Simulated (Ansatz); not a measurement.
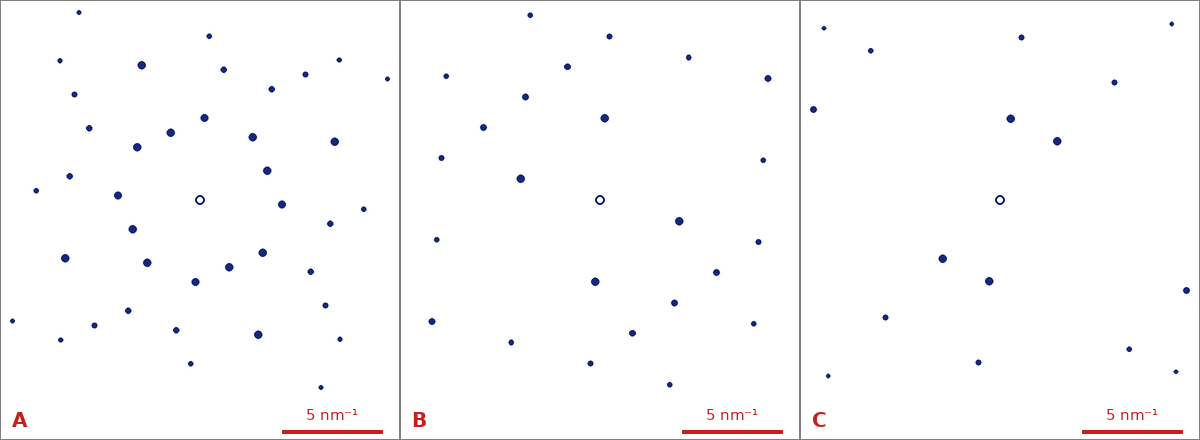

The patterns are kinematic simulations for 300 kV electrons (no multiple scattering; isotropic B = 0.5 Å²).

All three come from Ge, space group Pm-3n (No. 223), a = 5.455 Å. Structure: the input geometry of an electronic-structure calculation (not necessarily at equilibrium); the starting structure was generated, so it need not be a known form of this composition.

> Assign the zone axes [001], [211], [221] to A, B and C.

A is [001]: square net of 1 0 0 (itself extinct) at d = 5.45 Å and 0 1 0 (itself extinct) at d = 5.45 Å, at 90.0°. B is [211]: rectangular net of 0 1 -1 (itself too weak to see) at d = 3.86 Å and -1 1 1 (itself extinct) at d = 3.15 Å, at 90.0°. C is [221]: centred rectangular net of 1 -1 0 (itself too weak to see) at d = 3.86 Å and 1 0 -2 at d = 2.44 Å, at 71.6°.
